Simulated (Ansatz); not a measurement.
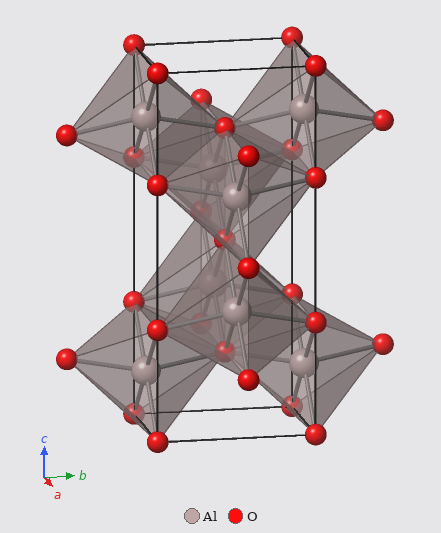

A polyhedral rendering, viewed slightly off an axis. The conventional unit cell is drawn as a box. A few atoms beyond the faces are included.

Al₂O₃, space group Immm (No. 71), a = 2.799 Å, b = 3.737 Å, c = 8.804 Å, α = 90.00°, β = 90.00°, γ = 90.00°. Starting structure: a structure type filled with these elements by a generator (whether the compound takes this form wasn't checked). Earlier steps of the study may have refined or changed the cell and positions. It went into a calculation with Ansatz.

This one geometry was computed with Ansatz (DFT, plane waves, PAW) at four levels of theory: PBE, LDA, HSE06 and r2SCAN.

> Which level gives the highest pressure at this volume, and what does that say about its equilibrium volume?

Highest: PBE (0.0 GPa), which points to the largest equilibrium volume. Lowest, with the smallest volume: LDA (-11.2 GPa). Levels within 0.5 GPa of each other can't be told apart.

> How does the band gap change with the level of theory?

LDA: a gap of 5.13 eV, direct; PBE: a gap of 5.20 eV, direct; r2SCAN: a gap of 6.07 eV, direct; HSE06: a gap of 7.03 eV, direct.

> Collect the results in a table.

| level | cutoff (eV) | k-mesh of the run's cell | gap (eV) | pressure (GPa) |
| --- | --- | --- | --- | --- |
| PBE | 420 | 10×10×10 | 5.20 | 0.0 |
| LDA | 420 | 10×10×10 | 5.13 | -11.2 |
| HSE06 | 420 | 8×8×8 | 7.03 | -7.9 |
| r2SCAN | 500 | 10×10×10 | 6.07 | -7.1 |

Gaps are taken on the k-mesh or band path of each run.
